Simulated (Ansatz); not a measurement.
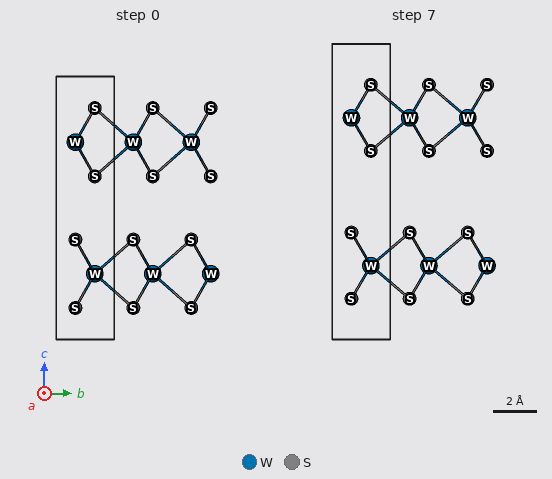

The structure of a crystal of WS₂ (set up in P6_3/mmc) (coarse preliminary run) before (left) and after (right) a relaxation, at one scale.

A ball-and-stick model of the cell of the calculation, repeated 1 × 3 × 1 with one cell outlined, seen along the a axis.

The calculation used DFT PBE, scalar-relativistic, plane waves, PAW (Ansatz).

Input
```yaml
crystal:
  lattice:
    - [3.1799996605, 0.0, 0.0]
    - [-1.5899998303, 2.75396049, 0.0]
    - [0.0, 0.0, 12.5]
  atoms:
    - { symbol: W, position: [0.3333333333, 0.6666666667, 0.25] }
    - { symbol: W, position: [0.6666666667, 0.3333333333, 0.75] }
    - { symbol: S, position: [0.3333333333, 0.6666666667, 0.62] }
    - { symbol: S, position: [0.6666666667, 0.3333333333, 0.12] }
    - { symbol: S, position: [0.3333333333, 0.6666666667, 0.88] }
    - { symbol: S, position: [0.6666666667, 0.3333333333, 0.38] }
basis:
  ecutwfc: 420
kpoints:
  mp_grid: { grid: [6, 6, 2] }
hamiltonian:
  xc: pbe
scf:
  occupations: { method: gaussian, width: 0.1 }
output:
  forces: true
  stress: true
  eigenvalues: true
relax:
  adjacent_minimum: "off"
  f_tol: 0.05
  max_steps: 80
  cell: { stress_tol: 0.5 }
```

Launched with:
```bash
ansatz run input.yaml --threads 2 --pin off --max-ram 5120MiB --backend cpu --events-out ev --progress --plain --runs-dir out
```

### Summarise the run.

The largest moves relative to the cell, 0.25 Å, are those of S3, S4, S5 and S6. S6 goes along −c. W stays in place. The volume changes by +12.9 %, with a = b 3.180 → 3.188 Å (+0.3 %), c 12.500 → 14.044 Å (+12.4 %). Near-neighbour distances that change, for instance: W1–S4 2.452 → 2.420 Å, W1–W1 3.180 → 3.188 Å. Among the angles between lasting bonds that change: S3–W2–S5 83.0° → 81.0°. The space group stays P6_3/mmc (No. 194). The energy falls by 32.9 meV per atom in 5 accepted moves (7 points after the start). The largest force component goes from 1.1 to 0.0031 eV/Å. The pressure goes from −3.68 to 0.05 GPa. The line search rejected the trial step at point 1 of the run. At 1 point the geometry stayed and the basis and grid were re-selected for the new cell (energy shift of 0.8 meV per atom at most each time). Cost: 6.8 s on 2 threads of Intel(R) Xeon(R) 6975P-C (Granite Rapids) (shared host), peak memory 0.49 GiB.

Limits of the set-up: layers or molecules are held without a dispersion correction, so their spacing is unreliable.
